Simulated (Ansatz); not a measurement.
## Single-point calculation of TiO2

The run: single-point calculation of TiO2 (12 atoms in the cell). Method and program: DFT r2SCAN, scalar-relativistic, plane waves, PAW, no spin polarisation (Ansatz 0.2.0).

The structure derives from a Materials Project entry. It belongs to a series of runs on one base structure; here: band edges sought over the zone.

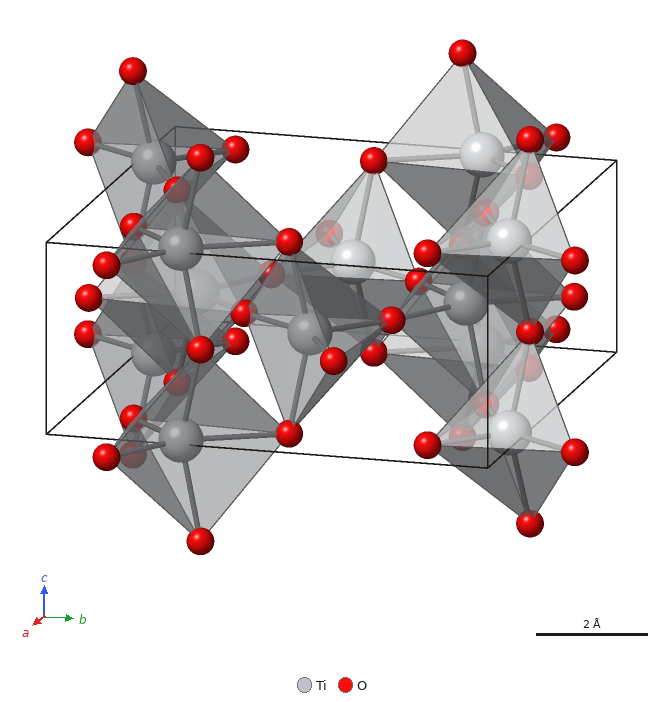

Figure 1. The input geometry (polyhedral view of the cell 2 times as large as that of the calculation, set on its symmetry axes, seen slightly off an axis; polyhedra are completed across the faces of the cell).

The input:
```yaml
crystal:
  lattice:
    - [-4.1749466441, 4.1749466441, 1.8056446445]
    - [4.1749466441, -4.1749466441, 1.8056446445]
    - [4.1749466441, 4.1749466441, -1.8056446445]
  atoms:
    - { symbol: Ti, position: [0.2941186323, 0.0370485156, 0.3311671479] }
    - { symbol: Ti, position: [0.0370485156, 0.7058813677, 0.7429298833] }
    - { symbol: Ti, position: [0.9629514844, 0.2941186323, 0.2570701167] }
    - { symbol: Ti, position: [0.7058813677, 0.9629514844, 0.6688328521] }
    - { symbol: O, position: [0.505483576, 0.1525417684, 0.6580253445] }
    - { symbol: O, position: [0.178787652, 0.854395795, 0.0331834471] }
    - { symbol: O, position: [0.1525417684, 0.494516424, 0.6470581924] }
    - { symbol: O, position: [0.145604205, 0.178787652, 0.324391857] }
    - { symbol: O, position: [0.854395795, 0.821212348, 0.675608143] }
    - { symbol: O, position: [0.8474582316, 0.505483576, 0.3529418076] }
    - { symbol: O, position: [0.821212348, 0.145604205, 0.9668165529] }
    - { symbol: O, position: [0.494516424, 0.8474582316, 0.3419746555] }
basis:
  ecutwfc: 500
kpoints:
  mp_grid: { grid: [8, 8, 8] }
  band_path: { path: [VBM, CBM], npoints: 2 }
hamiltonian:
  xc: r2scan
scf:
  occupations: { method: gaussian, width: 0.02 }
output:
  forces: true
  stress: true
  eigenvalues: true
checkpoint:
  read: start.run
  write: ck
  compress: false
  write_wavefunctions: false
  write_every: 100000
```

Run on 2 threads of Intel Xeon (Granite Rapids), 176 GiB of memory available, shared host.

Run as:
```bash
ansatz run input.yaml --threads 2 --pin off --max-ram 5120MiB --backend cpu --events-out ev --progress --plain --runs-dir out
```

The program's output:
```
Engine: ansatz 0.2.0, x86_64-unknown-linux-gnu
Pseudopotentials: kind: paw
Pseudopotential: Ti, paw, valence charge 12, recommended cutoff 500 eV (meta_gga), Ti.paw.azcp
Pseudopotential: O, paw, valence charge 6, recommended cutoff 500 eV (meta_gga), O.paw.azcp
Functional definition: r2SCAN
  parameter k0 = 0.174
  parameter k1 = 0.065
  parameter a1 = 4.9479
  exchange = r2scan_x(k0 = k0, k1 = k1, a1 = a1)
  correlation = r2scan_c
Crystal: 12 atoms, lattice volume = 125.891 Å³
Basis set: ecut = 500 eV, 3211 PW (Γ), exchange–correlation on 192×192×192 points (64 copies of the dense FFT grid, shifted against one another)
Bands: 60, of which v1, the nominal top of the filled ones, is band 48 counted from 1 (47 counted from 0)
Symmetry: 8 space group operations
Space group: I4/m (ITA 87), of the structure as read, at distance tolerance 5.0e-5 Å
k-points: 78 of 512
Non-local potential: Ti, projectors of the file, l = 0: 3, l = 1: 2, l = 2: 3, l = 3: 1
Non-local potential: O, projectors of the file, l = 0: 2, l = 1: 2, l = 2: 1
PAW form: soft (Blöchl's): semilocal exchange-correlation on the pseudo side does not see the compensation charge
PAW frozen core: Ti, regenerated for the run's functional (the file was generated under x = pbe(κ = 0.804, μ = 0.2195149727645171), c = pbe(β = 0.06672455060314922))
PAW frozen core: O, regenerated for the run's functional (the file was generated under x = pbe(κ = 0.804, μ = 0.2195149727645171), c = pbe(β = 0.06672455060314922))
PAW one-centre angular grid: Ti, 590 points (default); XC on 160 Gauss nodes
PAW one-centre angular grid: O, 302 points (default); XC on 160 Gauss nodes
Initial density: read from a saved state, or passed on in memory by an earlier SCF of this step, an earlier step, the calling program or the single point that the run made first
Initial wavefunctions: pseudopotential atomic-orbital guess
Functional: x = r2scan, c = r2scan; τ floored in thin density (d = 2e-4 eV/Å³)
iter 1 solved again at ethr=3.22e-8 eV; its pass at ethr=3.10e-3 eV (dr2=3.10e-5 eV) is discarded
SCF iter   1: F=—  HF=-14583.387286 eV  |F-HF|=—  |Δ(HF+E_count)|=         —  Δρ=2.20e-6  dr2=6.92e-9  dr2_τ=4.69e-10  ethr=3.22e-8  ⟨swp⟩=4.0  Hψ=31932  notcnv=0
preconditioner: auto → Resta (q_TF=auto, 2.608 Å⁻¹)  ε∞=6.5  [insulator: Δε(μ)=2.977 eV  Ē_g=11.327 eV  σ=0.020 eV  W_gap=1.00  n_scr=44 (ndim 8)  ℏωp=26.5 eV  f_vac=0.109  D(μ)=0.00/eV (n_scr^D=0)  ε∞_Penn≈6.5]
SCF iter   2: F=-14583.387286 eV  HF=-14583.387286 eV  |F-HF|=1.02e-9  |Δ(HF+E_count)|=   1.89e-8  Δρ=1.38e-6  dr2=3.40e-9  dr2_τ=1.75e-10  ethr=7.21e-12  ⟨swp⟩=7.6  Hψ=17275  notcnv=0
SCF 1 converged in 2 iterations: F = -14583.387286 eV  dr2 = 3.40e-9
  greatest PAW one-centre occupation: 1.001 electrons in one spin orbital (limit 2), on the Ti atom at site 3 (counted from 0), in its partial waves of l = 1
NSCF: frozen V_eff on 36 k-points
NSCF: frozen V_eff on 36 k-points
NSCF: frozen V_eff on 36 k-points
NSCF: frozen V_eff on 26 k-points
NSCF: frozen V_eff on 6 k-points
NSCF: frozen V_eff on 6 k-points
NSCF: frozen V_eff on 6 k-points
NSCF: frozen V_eff on 3 k-points
SCF converged after 2 iterations
Free energy (F): -14583.387286 eV
Harris-Foulkes:  -14583.387286 eV  (|F-HF|=1.02e-9)
Internal energy: -14583.387286 eV  (E = F + TS)
E sigma→0 (E₀):  -14583.387286 eV
Fermi energy:    9.670524 eV
--- Per-component energies (eV) ---
  E_band       = -901.587497
  E_kinetic    = 2539.776248
  E_local      = -7586.098676  (includes V_loc(G=0)·N_el)
  E_nonlocal   = 390.319848
  E_hartree    = 3033.925744
  E_xc         = -972.422286
  E_vxc        = -1396.534110  (∫ρ·V_xc dr)
  E_paw        = -5503.671764  (= ΣΔE_a)
  E_vpaw       = -1008.749452  (= ΣTr[D̂ρ^β])
  E_aug_tail   = 0.008413  (compensation charges beyond the density's cutoff)
  E_vtau       = 91.839781  (kinetic-family band-sum trace: ∫τ·v_τ [+ j·A + Jᵃ·Aᵃ] dr)
  E_ewald      = -6483.955458
  E_core_change = -1.269356  (= ΣΔE_core)
  E_smearing   = -0.000000  (= −TS)
  E_closure    = -0.000000  (closes the sum)
  Σ components = -14583.387286   (vs F -14583.387286, Δ=0.00e0)
--- Forces (eV/Å), atoms counted from 1 ---
  atom   1  Ti    -0.00619886     0.00165489     0.00000000
  atom   2  Ti    -0.00165489    -0.00619886     0.00000000
  atom   3  Ti     0.00165489     0.00619886     0.00000000
  atom   4  Ti     0.00619886    -0.00165489     0.00000000
  atom   5  O      0.00204177     0.00284130     0.00000000
  atom   6  O      0.00742404     0.00137410     0.00000000
  atom   7  O     -0.00284130     0.00204177    -0.00000000
  atom   8  O      0.00137410    -0.00742404     0.00000000
  atom   9  O     -0.00137410     0.00742404     0.00000000
  atom  10  O      0.00284130    -0.00204177     0.00000000
  atom  11  O     -0.00742404    -0.00137410     0.00000000
  atom  12  O     -0.00204177    -0.00284130     0.00000000
  max |Σ_I F_I| component: 2.60e-18 eV/Å
--- Stress (GPa, compression-positive) ---
       27.730096      -0.000009       0.000000
        0.000009      27.730096      -0.000000
        0.000000       0.000000      30.917024
  P = ⅓ Tr σ = 28.7924 GPa (287.924 kbar)
--- Band table (eV; the first three rows and the last of 78) ---
  k-point 0: bands = ["-49.8975", "-49.8630", "-49.8630", "-49.8351", "-25.4651", "-25.4537", "-25.4007", "-25.4007", "-25.1890", "-25.1146", "-25.1146", "-25.0982", "-25.0800", "-25.0800", "-25.0613", "-25.0437", "-11.2812", "-10.2023", "-10.2023", "-9.9716", "-9.0825", "-9.0647", "-8.7921", "-8.7921", "2.7020", "3.2365", "3.2969", "3.8824", "3.8824", "4.0398", "4.7416", "4.8710", "4.8710", "4.9499", "4.9923", "4.9923", "5.9926", "6.0825", "6.0825", "6.3975", "6.5263", "6.7880", "6.7880", "6.9263", "6.9789", "7.1481", "7.1481", "7.4005", "11.1588", "12.0480", "12.0480", "12.4857", "12.5810", "12.5810", "12.6839", "13.7461", "14.0632", "14.0639", "14.2410", "14.2410"]
  k-point 1: bands = ["-49.8970", "-49.8635", "-49.8626", "-49.8355", "-25.4652", "-25.4475", "-25.3992", "-25.3881", "-25.1900", "-25.1153", "-25.1135", "-25.1062", "-25.0919", "-25.0795", "-25.0637", "-25.0430", "-11.2602", "-10.2080", "-10.1921", "-9.9730", "-9.1030", "-9.0705", "-8.7988", "-8.7877", "2.7257", "3.2423", "3.2789", "3.8199", "3.9651", "4.1069", "4.6370", "4.7916", "4.8407", "4.8914", "5.0473", "5.2307", "5.9271", "5.9401", "6.0360", "6.4807", "6.6479", "6.6693", "6.7748", "6.9615", "6.9924", "7.0707", "7.1571", "7.4898", "11.1845", "12.0165", "12.0628", "12.3333", "12.5688", "12.6469", "12.7887", "13.7999", "14.0372", "14.0457", "14.2508", "14.2684"]
  k-point 2: bands = ["-49.8958", "-49.8648", "-49.8616", "-49.8365", "-25.4672", "-25.4312", "-25.3883", "-25.3566", "-25.1923", "-25.1322", "-25.1228", "-25.1171", "-25.1112", "-25.0785", "-25.0680", "-25.0412", "-11.2069", "-10.2235", "-10.1665", "-9.9767", "-9.1647", "-9.0692", "-8.8160", "-8.7806", "2.7858", "3.2569", "3.2655", "3.7353", "4.1201", "4.2146", "4.4863", "4.6778", "4.7694", "4.9512", "5.1288", "5.4884", "5.7069", "5.7868", "5.9680", "6.4532", "6.6056", "6.7226", "6.8436", "6.9418", "7.0318", "7.0326", "7.1918", "7.5785", "11.2594", "11.9269", "12.1073", "12.1920", "12.5481", "12.5710", "13.0803", "13.9132", "13.9943", "14.0082", "14.2683", "14.3149"]
  k-point 77: bands = ["-49.8902", "-49.8636", "-49.8636", "-49.8414", "-25.4183", "-25.3277", "-25.3277", "-25.2831", "-25.2018", "-25.1941", "-25.1725", "-25.1725", "-25.1641", "-25.1128", "-25.1128", "-25.0340", "-10.9678", "-10.1666", "-10.1666", "-9.9967", "-9.2213", "-9.2213", "-8.9621", "-8.7492", "3.0860", "3.3249", "3.3270", "3.6705", "3.6705", "4.5346", "4.7162", "4.8252", "4.8252", "5.0938", "5.3410", "5.3410", "5.5644", "5.7228", "5.7228", "5.8928", "6.0358", "6.5185", "7.0205", "7.0205", "7.0638", "7.0638", "7.3056", "8.1822", "11.7474", "11.8680", "11.8680", "12.1109", "12.1483", "13.1844", "13.1844", "13.8076", "13.9420", "14.0763", "14.0763", "14.3849"]
```

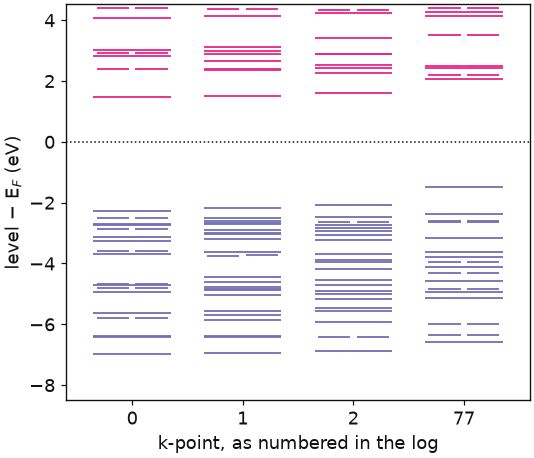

Figure 2. Kohn–Sham levels near the Fermi level (dotted) at the few k-points that the log prints; levels within 0.02 eV of each other stand side by side. Among these points the highest filled and lowest empty levels are 2.98 eV apart, which is the gap on the mesh.

Results in brief:

```json
{"quantity": "outcome", "value": "converged"}
{"quantity": "space group (tolerance 0.01 Å)", "value": "I4/m (87)"}
{"quantity": "electrons treated", "value": "96"}
{"quantity": "free energy", "value": "−14583.3873 eV"}
{"quantity": "Fermi energy", "value": "9.671 eV"}
{"quantity": "gap on the k-point mesh", "value": "2.98 eV"}
{"quantity": "gap on the band path", "value": "2.98 eV"}
{"quantity": "pressure", "value": "28.79 GPa"}
{"quantity": "largest force (length of the vector)", "value": "0.008 eV/Å"}
{"quantity": "wall time", "value": "30 s (CPU time 57 s)"}
{"quantity": "peak memory", "value": "1.2 GiB"}
```

The cell is under a pressure of 29 GPa at this level, so it is not at its equilibrium volume.
